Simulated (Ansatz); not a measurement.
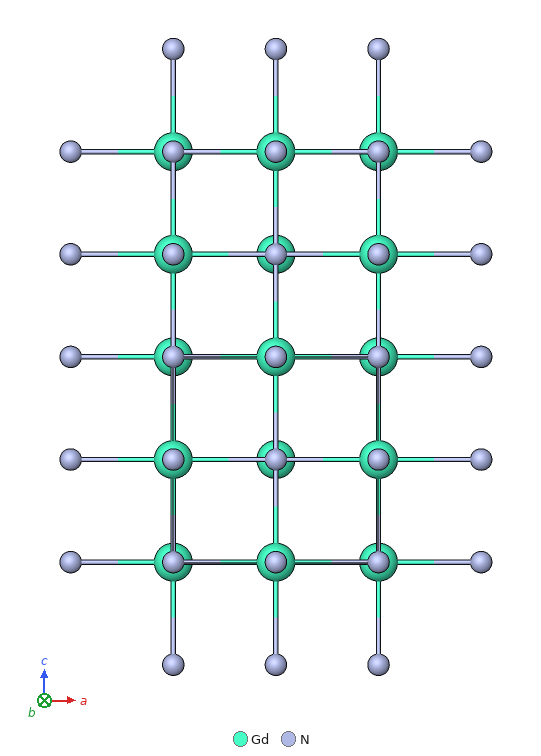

Drawn in the ball-and-stick manner and seen along the b axis. The conventional unit cell (solid box) is repeated to 1×2×2 cells. Some atoms of the next cells are drawn as well.

Unit-cell dimensions: a = 5.002 Å, b = 5.002 Å, c = 5.002 Å, α = 90.00°, β = 90.00°, γ = 90.00°.

Pairs joined by sticks: Gd–N up to 3.15 Å (cut-off distances).

The composition is GdN.

Q: Identify the Bravais lattice.

A: Face-centred cubic.

Q: How many neighbours does Gd have, and of what kind?

A: Six N in an octahedral arrangement at about 2.5 Å.

Q: What does the coordination shell of N look like?

A: Each N has six Gd in an octahedral arrangement at about 2.5 Å.

Q: Does the bonding give isolated units, chains, sheets or a framework?

A: The bonds build a three-dimensional framework.

The model was built from a structure type known for this compound. Earlier steps of the study may have refined or changed the cell and positions. It was run through Ansatz as a DFT input.
